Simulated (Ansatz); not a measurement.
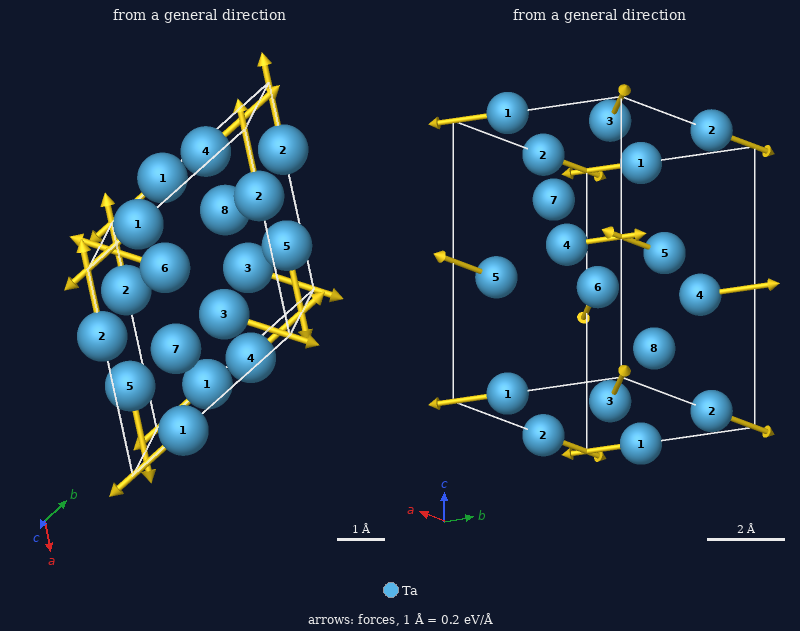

Spheres-only representation of a periodic structure, projected from two general directions. One simulation cell is framed, with atoms on its boundary repeated. The arrows are the computed forces on the atoms.

System: Ta. Computational set-up: DFT r2SCAN, scalar-relativistic, plane waves, PAW in Ansatz 0.2.0, wavefunction cutoff 500 eV, 12×12×6 k-mesh, Gaussian smearing of 0.15 eV, no spin polarisation.

**Are the atoms in equilibrium?**

No. The atoms still feel forces of up to about 0.33 eV/Å, far above a usual threshold of 0.01 to 0.03 eV/Å.

The initial geometry was a structure listed in the Materials Project. The cell was then strained or its atoms displaced on purpose. It was run through Ansatz as a DFT input.
